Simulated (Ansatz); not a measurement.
Ir: geometry relaxation

The run: geometry relaxation of Ir (P6₃/mmc, 2 atoms in the cell). Method and program: DFT PBEsol, scalar-relativistic, plane waves, PAW, no spin polarisation (Ansatz 0.2.0).

The structure derives from a Materials Project entry. It belongs to a series of runs on one base structure; here: volume × 1.03, shape and atoms relaxed. Figures and captions count atoms from 1; the log counts them from 0 in places.

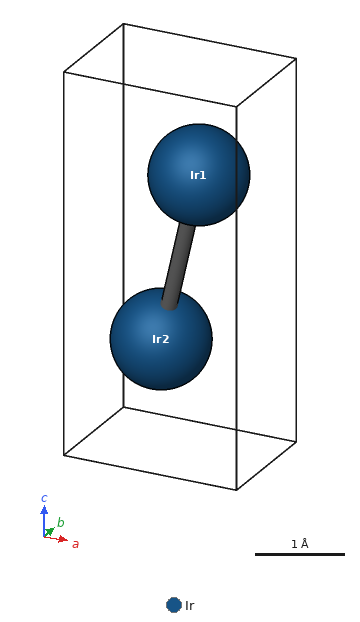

Figure 1. The starting structure (ball-and-stick view of the cell of the calculation, seen slightly off an axis; atoms are numbered from 1 in the order of the input). An atom can appear more than once, as a periodic image. Near neighbours in the periodic cell (some may lie outside the picture): Ir has 12 Ir at 2.73 to 2.75 Å.

### Key numbers

| quantity | value |
| --- | --- |
| outcome | converged |
| space group (tolerance 0.01 Å) | P6₃/mmc (194) |
| electrons treated | 34 |
| free energy | −23597.8919 eV |
| Fermi energy | 24.916 eV |
| gap on the k-point mesh | none (metallic) |
| pressure | −10.51 GPa |
| final volume | 29.07 Å³ |
| largest force (length of the vector) at the end | under 0.001 eV/Å |
| final cell | a = 2.747 Å, b = 2.747 Å, c = 4.450 Å, α = 90.00°, β = 90.00°, γ = 120.00° |
| hardware | 1 thread of Intel Xeon @ 2.50GHz (Skylake/Cascade Lake), 189 GiB of memory available, shared host |
| wall time | 61 s |
| peak memory | 0.43 GiB |

### Remarks

Spin–orbit coupling is left out, which matters for Ir. The cell is under a tension of 10.5 GPa at this level, so it is not at its equilibrium volume.

### Input file
```yaml
crystal:
  lattice:
    - [2.7459785847, 0.0, 0.0]
    - [-1.3729892923, 2.3780872126, 0.0]
    - [0.0, 0.0, 4.4515787889]
  atoms:
    - { symbol: Ir, position: [0.6666666667, 0.3333333333, 0.75] }
    - { symbol: Ir, position: [0.3333333333, 0.6666666667, 0.25] }
basis:
  ecutwfc: 420
kpoints:
  mp_grid: { grid: [18, 18, 10] }
hamiltonian:
  xc: pbesol
scf:
  occupations: { method: gaussian, width: 0.1 }
output:
  forces: true
  stress: true
  eigenvalues: true
  write_density: true
  write_potential: true
  elf: true
  volumetric_format: npy
relax:
  adjacent_minimum: "off"
  f_tol: 0.01
  max_steps: 30
  cell: { stress_tol: 0.1, fix: [volume] }
```

Launched with:
```bash
ansatz run input.yaml --threads 1 --pin off --max-ram 2560MiB --backend cpu --events-out ev --progress --plain --runs-dir out
```

### What the program printed
```
Engine: ansatz 0.2.0, x86_64-unknown-linux-gnu
Pseudopotentials: kind: paw
Pseudopotential: Ir, paw, valence charge 17, recommended cutoff 420 eV (normal), Ir.paw.azcp
Functional definition: PBEsol
  exchange = pbesol_x
  correlation = pbesol_c
Crystal: 2 atoms, lattice volume = 29.070 Å³
Basis set: ecut = 420 eV, 573 PW (Γ), exchange–correlation on 40×40×60 points (8 copies of the dense FFT grid, shifted against one another)
Bands: 21, of which v1, the nominal top of the filled ones, is band 17 counted from 1 (16 counted from 0)
Symmetry: 24 space group operations
Space group: P63/mmc (ITA 194), of the structure as read, at distance tolerance 3.1e-5 Å
k-points: 222 of 3240
Non-local potential: Ir, projectors of the file, l = 0: 3, l = 1: 2, l = 2: 2, l = 3: 1
PAW form: soft (Blöchl's): semilocal exchange-correlation on the pseudo side does not see the compensation charge
PAW frozen core: Ir, regenerated for the run's functional, and the local potential with it (the file was generated under x = pbe(κ = 0.804, μ = 0.2195149727645171), c = pbe(β = 0.06672455060314922))
PAW one-centre angular grid: Ir, 590 points (default); XC on 64 Gauss nodes
Initial density: superposition of atomic densities (neutral atoms: chi_scale 0, normalization atom), corrected by the library's trained network
Initial wavefunctions: pseudopotential atomic-orbital guess
Functional: x = pbesol(κ = 0.804, μ = 0.12345679012345678), c = pbesol(β = 0.046)
SCF iter   1: F=—  HF=-23597.893310 eV  |F-HF|=—  |Δ(HF+E_count)|=         —  Δρ=1.05e-2  dr2=1.79e-2  ethr=1.77e-3  ⟨swp⟩=4.5  Hψ=17829  notcnv=0
preconditioner: auto → none  [metal: Δε(μ)=0.007 eV  Ē_g=7.820 eV  σ=0.100 eV  W_gap=0.04  n_scr=8 (ndim 8)  ℏωp=29.2 eV  f_vac=0.000  D(μ)=2.09/eV (n_scr^D=22)  sad-step TF]
SCF iter   2: F=—  HF=-23597.892493 eV  |F-HF|=—  |Δ(HF+E_count)|=   8.17e-4  Δρ=5.99e-3  dr2=5.78e-3  ethr=5.26e-5  ⟨swp⟩=1.2  Hψ=6807  notcnv=0
SCF iter   3: F=—  HF=-23597.891833 eV  |F-HF|=—  |Δ(HF+E_count)|=   6.61e-4  Δρ=3.33e-4  dr2=1.67e-5  ethr=1.70e-5  ⟨swp⟩=2.0  Hψ=6503  notcnv=0
SCF iter   4: F=—  HF=-23597.891862 eV  |F-HF|=—  |Δ(HF+E_count)|=   2.90e-5  Δρ=4.75e-5  dr2=5.02e-7  ethr=4.92e-8  ⟨swp⟩=2.0  Hψ=6641  notcnv=0
iter 5 did not close the SCF: its close was put off for the readings that it lacked (scf_convergence_deferred on its scf_iter line)
SCF iter   5: F=-23597.891862 eV  HF=-23597.891862 eV  |F-HF|=6.40e-10  |Δ(HF+E_count)|=   1.03e-7  Δρ=5.49e-6  dr2=2.60e-9  ethr=1.48e-9  ⟨swp⟩=2.2  Hψ=7082  notcnv=0
SCF iter   6: F=-23597.891862 eV  HF=-23597.891862 eV  |F-HF|=4.73e-11  |Δ(HF+E_count)|=  1.93e-10  Δρ=8.93e-7  dr2=1.08e-10  ethr=7.63e-12  ⟨swp⟩=5.0  Hψ=25448  notcnv=0
SCF 1 converged in 6 iterations: F = -23597.891862 eV  dr2 = 1.08e-10
  greatest PAW one-centre occupation: 1.000 electrons in one spin orbital (limit 2), on the Ir atom at site 1 (counted from 0), in its partial waves of l = 0
relax step   1: F+E_penalty+E_count = -23597.89186158 eV  Δ(F+E_penalty+E_count) = +0.000e0 eV  max|allowed force component| = 4.163e-17 eV/Å  Δτ_max = 0.0000 Å  P = -10.518 GPa  Ω = 29.070 Å³  fix = [volume]  reactions: volume -10.518 GPa  (6 SCF iters, dr2 threshold 1.00e-7 eV, accepted)
Initial density: handed on by an earlier stage of this run
Initial wavefunctions: those handed on with the density
iter 1 solved again at ethr=7.99e-9 eV; its pass at ethr=3.10e-3 eV (dr2=2.72e-6 eV) is discarded
SCF iter   1: F=—  HF=-23597.891848 eV  |F-HF|=—  |Δ(HF+E_count)|=         —  Δρ=1.22e-4  dr2=1.26e-6  ethr=7.99e-9  ⟨swp⟩=3.2  Hψ=24169  notcnv=0
preconditioner: auto → none  [metal: Δε(μ)=0.006 eV  Ē_g=7.810 eV  σ=0.100 eV  W_gap=0.03  n_scr=8 (ndim 8)  ℏωp=29.2 eV  f_vac=0.000  D(μ)=2.09/eV (n_scr^D=22)]
SCF iter   2: F=—  HF=-23597.891867 eV  |F-HF|=—  |Δ(HF+E_count)|=   1.89e-5  Δρ=5.59e-5  dr2=2.27e-7  ethr=3.69e-9  ⟨swp⟩=1.1  Hψ=4680  notcnv=0
iter 3 did not close the SCF: its close was put off for the readings that it lacked (scf_convergence_deferred on its scf_iter line)
SCF iter   3: F=-23597.891867 eV  HF=-23597.891867 eV  |F-HF|=5.57e-10  |Δ(HF+E_count)|=   5.17e-8  Δρ=3.87e-6  dr2=1.47e-9  ethr=6.66e-10  ⟨swp⟩=1.2  Hψ=4896  notcnv=0
iter 4 did not close the SCF: its close was put off for the readings that it lacked (scf_convergence_deferred on its scf_iter line)
SCF iter   4: F=-23597.891867 eV  HF=-23597.891867 eV  |F-HF|=3.64e-12  |Δ(HF+E_count)|=  2.44e-10  Δρ=7.73e-7  dr2=5.36e-11  ethr=4.32e-12  ⟨swp⟩=2.2  Hψ=7607  notcnv=0
iter 5 did not close the SCF: its close was put off for the readings that it lacked (scf_convergence_deferred on its scf_iter line)
SCF iter   5: F=-23597.891867 eV  HF=-23597.891867 eV  |F-HF|=7.28e-12  |Δ(HF+E_count)|=  1.46e-11  Δρ=1.37e-7  dr2=1.51e-12  ethr=1.00e-12  ⟨swp⟩=1.0  Hψ=4662  notcnv=0
SCF iter   6: F=-23597.891867 eV  HF=-23597.891867 eV  |F-HF|=1.09e-11  |Δ(HF+E_count)|=  1.09e-11  Δρ=1.95e-8  dr2=4.15e-14  ethr=1.00e-12  ⟨swp⟩=3.1  Hψ=17019  notcnv=0
SCF 2 converged in 6 iterations: F = -23597.891867 eV  dr2 = 4.15e-14
relax step   2: F+E_penalty+E_count = -23597.89186727 eV  Δ(F+E_penalty+E_count) = -5.686e-6 eV  max|allowed force component| = 2.776e-17 eV/Å  Δτ_max = 0.0000 Å  P = -10.512 GPa  Ω = 29.070 Å³  energy of the carried Pulay correction = +3.627e-7 eV  fix = [volume]  reactions: volume -10.512 GPa  (6 SCF iters, accepted)
iter 1 solved again at ethr=1.30e-9 eV; its pass at ethr=3.10e-3 eV (dr2=4.41e-7 eV) is discarded
SCF iter   1: F=—  HF=-23597.891853 eV  |F-HF|=—  |Δ(HF+E_count)|=         —  Δρ=4.98e-5  dr2=2.09e-7  ethr=1.30e-9  ⟨swp⟩=3.1  Hψ=24166  notcnv=0
preconditioner: auto → none  [metal: Δε(μ)=0.007 eV  Ē_g=7.809 eV  σ=0.100 eV  W_gap=0.04  n_scr=8 (ndim 8)  ℏωp=29.2 eV  f_vac=0.000  D(μ)=2.09/eV (n_scr^D=22)]
SCF iter   2: F=—  HF=-23597.891872 eV  |F-HF|=—  |Δ(HF+E_count)|=   1.91e-5  Δρ=2.29e-5  dr2=3.82e-8  ethr=6.14e-10  ⟨swp⟩=1.1  Hψ=4679  notcnv=0
iter 3 did not close the SCF: its close was put off for the readings that it lacked (scf_convergence_deferred on its scf_iter line)
SCF iter   3: F=-23597.891872 eV  HF=-23597.891872 eV  |F-HF|=1.64e-10  |Δ(HF+E_count)|=   8.85e-9  Δρ=1.66e-6  dr2=3.13e-10  ethr=1.12e-10  ⟨swp⟩=1.3  Hψ=5105  notcnv=0
iter 4 did not close the SCF: its close was put off for the readings that it lacked (scf_convergence_deferred on its scf_iter line)
SCF iter   4: F=-23597.891872 eV  HF=-23597.891872 eV  |F-HF|=1.09e-11  |Δ(HF+E_count)|=  7.64e-11  Δρ=3.84e-7  dr2=1.06e-11  ethr=1.00e-12  ⟨swp⟩=2.1  Hψ=7488  notcnv=0
iter 5 did not close the SCF: its close was put off for the readings that it lacked (scf_convergence_deferred on its scf_iter line)
SCF iter   5: F=-23597.891872 eV  HF=-23597.891872 eV  |F-HF|=7.28e-12  |Δ(HF+E_count)|=    0.00e0  Δρ=6.06e-8  dr2=2.99e-13  ethr=1.00e-12  ⟨swp⟩=1.0  Hψ=4662  notcnv=0
iter 6 did not close the SCF: its close was put off for the readings that it lacked (scf_convergence_deferred on its scf_iter line)
SCF iter   6: F=-23597.891872 eV  HF=-23597.891872 eV  |F-HF|=1.46e-11  |Δ(HF+E_count)|=    0.00e0  Δρ=7.53e-9  dr2=6.16e-15  ethr=1.00e-12  ⟨swp⟩=1.0  Hψ=4662  notcnv=0
SCF iter   7: F=-23597.891872 eV  HF=-23597.891872 eV  |F-HF|=0.00e0  |Δ(HF+E_count)|=  7.28e-12  Δρ=1.33e-9  dr2=1.32e-16  ethr=1.00e-12  ⟨swp⟩=2.2  Hψ=13776  notcnv=0
SCF 3 converged in 7 iterations: F = -23597.891872 eV  dr2 = 1.32e-16
relax step   3: F+E_penalty+E_count = -23597.89187206 eV  Δ(F+E_penalty+E_count) = -4.790e-6 eV  max|allowed force component| = 1.758e-16 eV/Å  Δτ_max = 0.0000 Å  P = -10.515 GPa  Ω = 29.070 Å³  energy of the carried Pulay correction = +2.139e-7 eV  fix = [volume]  reactions: volume -10.515 GPa  (7 SCF iters, accepted)
Initial wavefunctions: pseudopotential atomic-orbital guess (no wavefunctions were taken with the density)
iter 1 solved again at ethr=5.32e-9 eV; its pass at ethr=3.10e-3 eV (dr2=1.81e-6 eV) is discarded
SCF iter   1: F=—  HF=-23597.891852 eV  |F-HF|=—  |Δ(HF+E_count)|=         —  Δρ=1.30e-6  dr2=9.14e-11  ethr=5.32e-9  ⟨swp⟩=4.0  Hψ=33860  notcnv=0
iter 2 did not close the SCF: its close was put off for the readings that it lacked (scf_convergence_deferred on its scf_iter line)
SCF iter   2: F=-23597.891871 eV  HF=-23597.891871 eV  |F-HF|=7.28e-12  |Δ(HF+E_count)|=   1.92e-5  Δρ=4.48e-7  dr2=2.03e-11  ethr=1.00e-12  ⟨swp⟩=2.5  Hψ=9231  notcnv=0
iter 3 did not close the SCF: its close was put off for the readings that it lacked (scf_convergence_deferred on its scf_iter line)
SCF iter   3: F=-23597.891871 eV  HF=-23597.891871 eV  |F-HF|=7.28e-12  |Δ(HF+E_count)|=  1.82e-11  Δρ=2.11e-7  dr2=1.82e-12  ethr=1.00e-12  ⟨swp⟩=1.0  Hψ=4662  notcnv=0
iter 4 did not close the SCF: its close was put off for the readings that it lacked (scf_convergence_deferred on its scf_iter line)
SCF iter   4: F=-23597.891871 eV  HF=-23597.891871 eV  |F-HF|=7.28e-12  |Δ(HF+E_count)|=  3.64e-12  Δρ=4.93e-8  dr2=9.69e-14  ethr=1.00e-12  ⟨swp⟩=1.0  Hψ=4662  notcnv=0
iter 5 did not close the SCF: its close was put off for the readings that it lacked (scf_convergence_deferred on its scf_iter line)
SCF iter   5: F=-23597.891871 eV  HF=-23597.891871 eV  |F-HF|=0.00e0  |Δ(HF+E_count)|=  1.46e-11  Δρ=2.36e-9  dr2=9.79e-16  ethr=1.00e-12  ⟨swp⟩=1.0  Hψ=4662  notcnv=0
SCF iter   6: F=-23597.891871 eV  HF=-23597.891871 eV  |F-HF|=1.09e-11  |Δ(HF+E_count)|=  7.28e-12  Δρ=3.75e-10  dr2=2.52e-17  ethr=1.00e-12  ⟨swp⟩=2.0  Hψ=11422  notcnv=0
SCF 4 converged in 6 iterations: F = -23597.891871 eV  dr2 = 2.52e-17
relax step   4: F+E_penalty+E_count = -23597.89187093 eV  Δ(F+E_penalty+E_count) = +1.125e-6 eV  max|allowed force component| = 1.480e-16 eV/Å  Δτ_max = 0.0000 Å  P = -10.514 GPa  Ω = 29.070 Å³  fix = [volume]  reactions: volume -10.514 GPa  stress off target by 4.11e-5 GPa on what of the cell is left free  SCF on the basis re-selected at this cell (its energy is not comparable with the rows above)  (6 SCF iters)
```

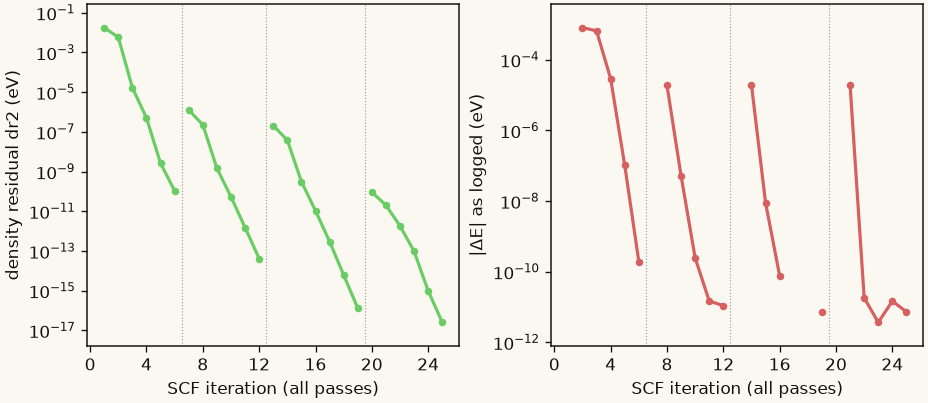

Figure 2. Convergence of the self-consistent field: density residual dr2 and size of the energy change against the SCF iteration. The dotted lines part the SCF passes of the relaxation: geometry steps, rejected trials and re-solves on a re-selected basis. The passes take 6, 6, 7 and 6 iterations.

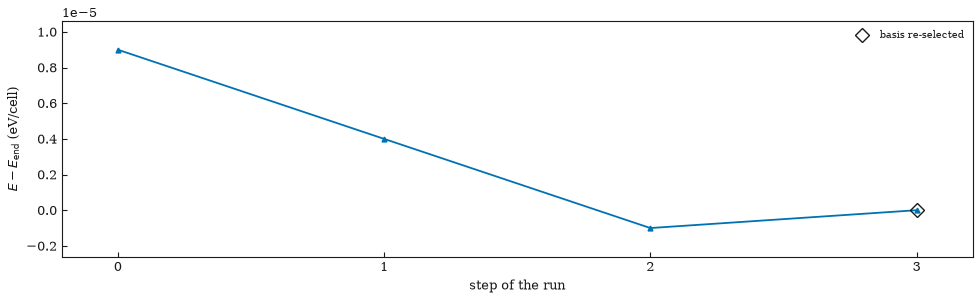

Figure 3. Progress of the relaxation, step by step (the first geometry is step 0 here and step 1 in the log). No atom moves by more than 0.005 Å relative to the cell. The space group stays P6_3/mmc (No. 194). After 2 geometry steps the energy has fallen by next to nothing (0.0 meV per cell of the calculation). All forces vanish by symmetry, so only the cell relaxes. The pressure goes from −10.52 to −10.51 GPa. A last SCF at the same geometry on a re-selected plane-wave basis shifts the energy by +0.0 meV per cell of the calculation. (Atoms are counted from 1 in the order of the input.)

```
basis re-selected at this cell: Δ(F+E_penalty+E_count) = +1.125e-6 eV, ΔP = +0.000 GPa vs the last step (what re-selecting the basis moved, of the pressure what is left beyond the Pulay correction that the steps carried, after the strain that the cell walked since its last selection, with what the two solves' SCF thresholds leave and, on support functions, any second-order correction that the steps lacked; it is no measure of the basis error at this ecutwfc). This SCF's stress stands 4.11e-5 GPa from its target on what of the cell is left free (relax.cell.stress_tol is 1.00e-1 GPa) and its largest allowed force component is 1.48e-16 eV/Å (relax.f_tol is 1.00e-2 eV/Å): within both
SCF converged after 6 iterations
Free energy (F): -23597.891871 eV
Harris-Foulkes:  -23597.891871 eV  (|F-HF|=1.09e-11)
Internal energy: -23597.881398 eV  (E = F + TS)
E sigma→0 (E₀):  -23597.886634 eV
Entropy (-TS):   -0.010473 eV (-5.237 meV/atom)
Fermi energy:    24.916204 eV
--- Per-component energies (eV) ---
  E_band       = -195.641186
  E_kinetic    = 1244.200505
  E_local      = -2195.328255  (includes V_loc(G=0)·N_el)
  E_nonlocal   = 151.466765
  E_hartree    = 835.470763
  E_xc         = -532.119981
  E_vxc        = -598.226947  (∫ρ·V_xc dr)
  E_paw        = -18177.207023  (= ΣΔE_a)
  E_vpaw       = -468.694886  (= ΣTr[D̂ρ^β])
  E_aug_tail   = 0.000106  (compensation charges beyond the density's cutoff)
  E_ewald      = -4924.894848
  E_core_change = 0.530570  (= ΣΔE_core)
  E_smearing   = -0.010473  (= −TS)
  E_closure    = 0.000000  (closes the sum)
  Σ components = -23597.891871   (vs F -23597.891871, Δ=0.00e0)
--- Forces (eV/Å), atoms counted from 1 ---
  atom   1  Ir     0.00000000     0.00000000     0.00000000
  atom   2  Ir    -0.00000000    -0.00000000    -0.00000000
  max |Σ_I F_I| component: 1.85e-17 eV/Å
--- Stress (GPa, compression-positive) ---
      -10.514382       0.000000       0.000000
        0.000000     -10.514382       0.000000
        0.000000       0.000000     -10.514443
  P = ⅓ Tr σ = -10.5144 GPa (-105.144 kbar)
--- Band table (eV; the first three rows and the last of 222) ---
  k-point 0: bands = ["-68.0111", "-67.9508", "-25.2283", "-24.5896", "-24.5896", "-24.4946", "-24.4828", "-24.4828", "13.8926", "16.9539", "21.1008", "21.1913", "21.1913", "21.8290", "21.8290", "22.5973", "22.5973", "24.1011", "25.1744", "25.1744", "31.7251"]
  k-point 1: bands = ["-68.0096", "-67.9523", "-25.2110", "-24.5870", "-24.5870", "-24.5133", "-24.4855", "-24.4855", "14.0035", "16.9594", "21.0486", "21.1386", "21.1386", "21.7709", "21.7709", "22.7361", "22.7361", "23.6774", "25.1725", "25.1725", "32.3135"]
  k-point 2: bands = ["-68.0053", "-67.9566", "-25.1607", "-24.5794", "-24.5794", "-24.5672", "-24.4931", "-24.4931", "14.3273", "16.9549", "20.9079", "21.0408", "21.0408", "21.6180", "21.6180", "22.7231", "23.0838", "23.0838", "25.1423", "25.1423", "33.7721"]
  k-point 221: bands = ["-67.9392", "-67.9392", "-25.0674", "-25.0674", "-24.9096", "-24.9096", "-24.6268", "-24.6268", "18.7796", "18.7796", "19.6109", "19.6109", "20.8655", "20.8655", "22.5828", "22.5828", "25.1980", "25.1980", "31.8612", "31.8612", "32.4482"]
--- Relaxed structure (3 steps of the walk, 3 accepted, 1 SCFs on fresh bases) ---
  F+E_penalty+E_count = -23597.89187093 eV   max|allowed force component| = 1.480e-16 eV/Å   (the final SCF, on the basis selected at the relaxed cell)
  cell:  # Å, volume = 29.0696 Å³
    - [2.7466063143765265, -2.887414029066516e-11, 1.243734554844406e-31]
    - [-1.3733031571632577, 2.3786308424592573, -1.0056874037156029e-20]
    - [3.7177509275179706e-33, -1.8825620401547856e-20, 4.4495442280901605]
  atoms:
    - { symbol: Ir, position: [0.6666666666666667, 0.3333333333333333, 0.75] }
    - { symbol: Ir, position: [0.33333333333333337, 0.6666666666666666, 0.25000000000000006] }
```

### Trajectory as extended XYZ (Å, eV, eV/Å), 4 frames, from step=1 to step=4
```
2
Lattice="2.7460 0.0000 0.0000 -1.3730 2.3781 0.0000 0.0000 0.0000 4.4516" Properties=species:S:1:pos:R:3:forces:R:3 step=1 energy=-23597.89186 pressure_GPa=-10.52
Ir    1.3730    0.7927    3.3387    0.0000   0.0000   0.0000
Ir    0.0000    1.5854    1.1129    0.0000   0.0000   0.0000
2
Lattice="2.7470 0.0000 0.0000 -1.3735 2.3790 0.0000 0.0000 0.0000 4.4481" Properties=species:S:1:pos:R:3:forces:R:3 step=2 energy=-23597.89187 pressure_GPa=-10.51
Ir    1.3735    0.7930    3.3361    0.0000   0.0000   0.0000
Ir    0.0000    1.5860    1.1120    0.0000   0.0000   0.0000
2
Lattice="2.7466 0.0000 0.0000 -1.3733 2.3786 0.0000 0.0000 0.0000 4.4495" Properties=species:S:1:pos:R:3:forces:R:3 step=3 energy=-23597.89187 pressure_GPa=-10.51
Ir    1.3733    0.7929    3.3372    0.0000   0.0000   0.0000
Ir    0.0000    1.5858    1.1124    0.0000   0.0000   0.0000
2
Lattice="2.7466 0.0000 0.0000 -1.3733 2.3786 0.0000 0.0000 0.0000 4.4495" Properties=species:S:1:pos:R:3:forces:R:3 step=4 energy=-23597.89187 pressure_GPa=-10.51
Ir    1.3733    0.7929    3.3372    0.0000   0.0000   0.0000
Ir    0.0000    1.5858    1.1124    0.0000   0.0000   0.0000
```

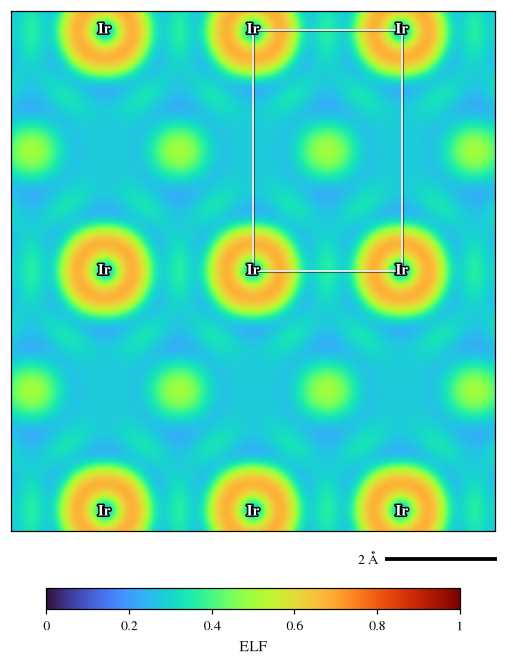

Figure 4. ELF on the (010) plane of the conventional cell. Atoms in the plane: Ir. The strong features right at Ir lie inside the PAW spheres (semicore, d or f shells) and say nothing about bonding. The fields are those of the smooth PAW valence density.

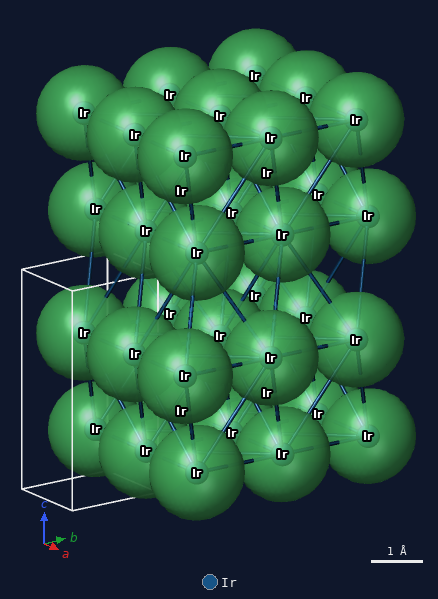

Figure 5. Isosurface of the valence charge density (pseudo) at 1 e/Å³ (green), seen slightly off an axis. Sticks mark near contacts. The outline is the cell set on symmetry axes. At this value the density breaks into separate islands; it holds about 70 % of the electrons treated as valence (semicore included). It is pinched off along the Ir–Ir (2.73 Å) contacts. On the grid the lowest density along these lines, outside the cores, is 0.44 e/Å³ (Ir–Ir, 2.73 Å).
